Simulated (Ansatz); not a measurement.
Start from this file.

```xyz
2
Lattice="2.4836 0.0000 0.0000 -1.2418 2.1509 0.0000 0.0000 0.0000 4.0262" Properties=species:S:1:pos:R:3 pbc="T T T"
Mn    1.2418    0.7170    3.0196
Mn    0.0000    1.4339    1.0065
```

Say what kind of structure these coordinates give.

Answer. The element is manganese. It belongs to space group P6_3/mmc (No. 194) and has a primitive hexagonal lattice. This arrangement goes by the name hexagonal close-packed (Mg type). The cell holds two atoms. Mn sits among twelve Mn in an anticuboctahedral arrangement at 2.47 to 2.48 Å. The bonds build a three-dimensional framework.

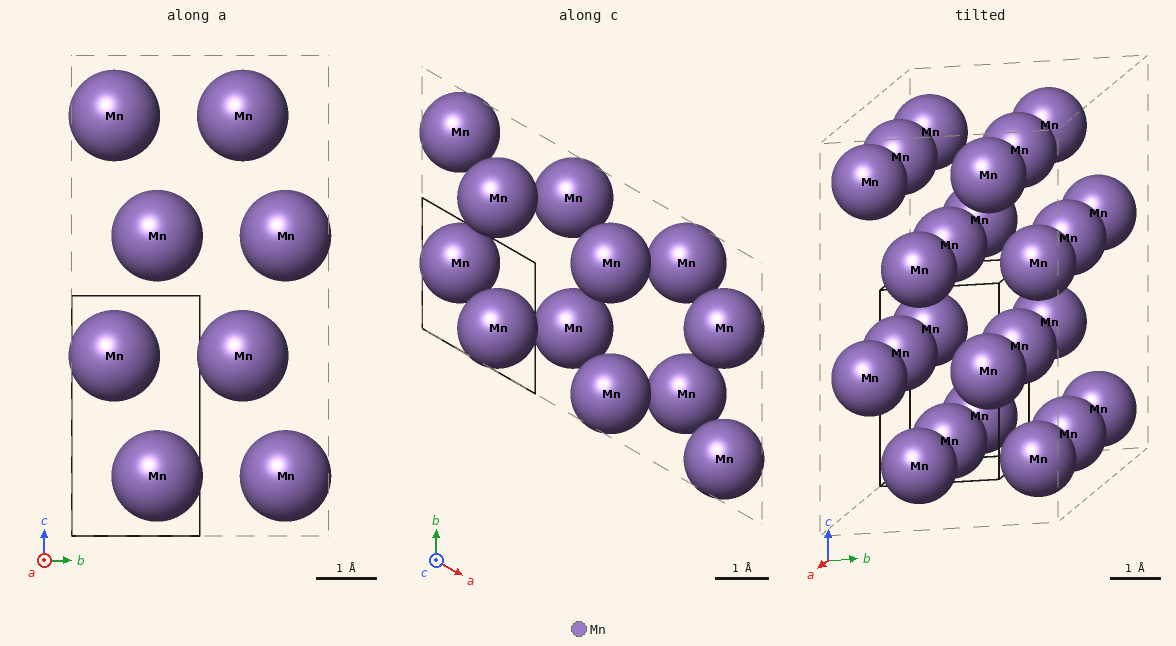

Crystal structure, spheres-only style, seen along the a axis, along the c axis and slightly off an axis. Shown are 3×2×2 repeats of the conventional unit cell, one of them outlined in solid lines. Colours: manganese light purple.

The model was built from a structure listed in the Materials Project. Earlier steps of the study may have refined or changed the cell and positions. A calculation with Ansatz used it as input.

At this level of theory the cell isn't at rest (stretched, at -20 GPa), so its distances can differ from those at equilibrium, the more so the softer the solid.
